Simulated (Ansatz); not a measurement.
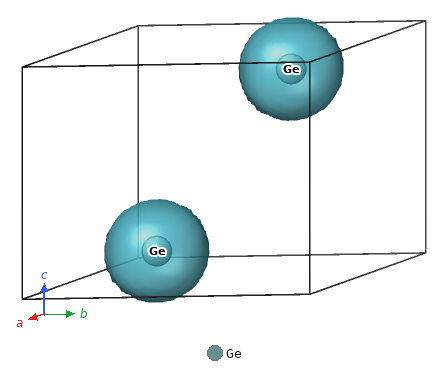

Ge. Isosurface of the valence electron density at 1 e/Å³ (cyan), seen slightly off an axis.

Space group P-3m1; a generated structure, not necessarily the stable one; not relaxed (largest force 0.5 eV/Å); computed pressure about −3 GPa in this cell.

Method: Ansatz 0.2.0, Kohn-Sham DFT of a periodic cell, PBE0, Ansatz PAW.

```
CELL_PARAMETERS angstrom
4.09041 0.00000 0.00000
-2.04520 3.54240 0.00000
0.00000 0.00000 3.32658
ATOMIC_POSITIONS crystal
Ge 0.66667 0.33333 0.14086
Ge 0.33333 0.66667 0.85914
```

**What does this surface tell about the bonding?**

At this value the density breaks into separate islands; it holds about 70 % of the electrons treated as valence (semicore included). It bridges none of the near contacts. It is pinched off along the sampled Ge–Ge (2.54 Å) contacts. On the grid the lowest density along these lines, outside the cores, is 0.43 e/Å³ (Ge–Ge, 2.54 Å).

**Metal or insulator at this level of theory?**

It is gapless in this calculation (a metal or semimetal).
